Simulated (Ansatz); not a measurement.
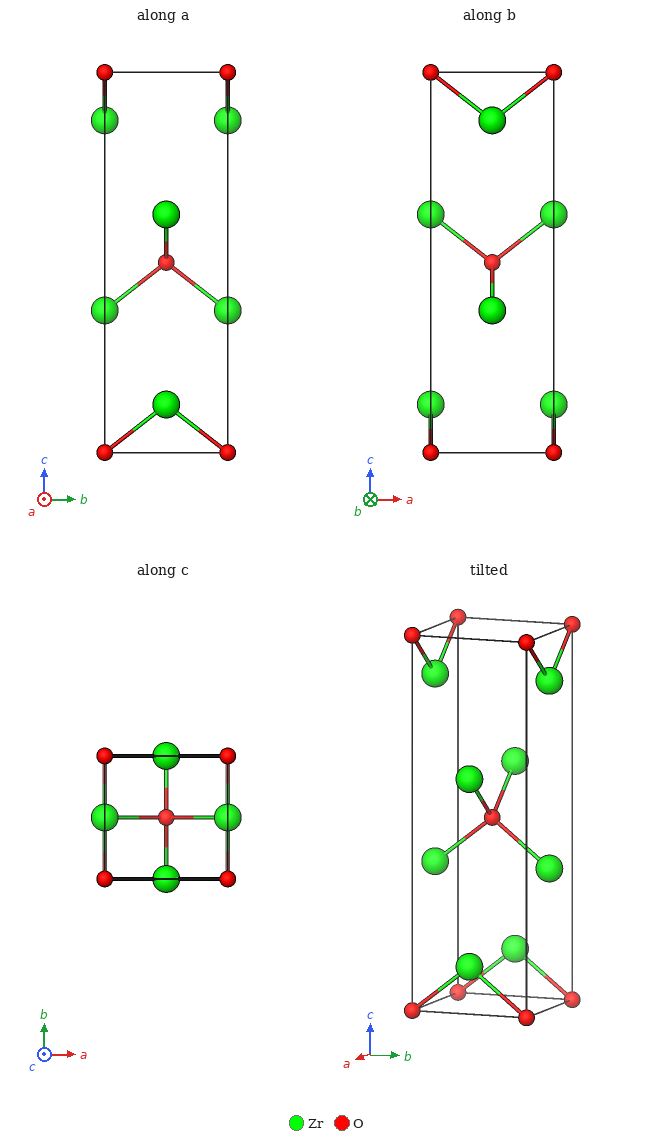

Ball-and-stick drawing of the structure, looking along the a axis, along the b axis, along the c axis and slightly off an axis. The conventional unit cell is drawn as a box.

Lattice parameters: a = 3.312 Å, b = 3.312 Å, c = 10.235 Å, α = 90.00°, β = 90.00°, γ = 90.00°. Put a along x and b in the xy plane.

> Give the structure in the form of a POSCAR file, with free fractional coordinates to two decimals.

```
Zr O
1.0
     3.312    0.000    0.000
     0.000    3.312    0.000
     0.000    0.000   10.235
Zr O
4 2
Direct
  0.00 0.50 0.13
  0.00 0.50 0.63
  0.50 0.00 0.37
  0.50 0.00 0.87
  0.00 0.00 0.00
  0.50 0.50 0.50
```

The initial geometry was a structure type filled with these elements by a generator (whether the compound takes this form wasn't checked). The picture shows the end point of a geometry optimisation with Ansatz 0.2.0, DFT r2SCAN, scalar-relativistic, plane waves, PAW.
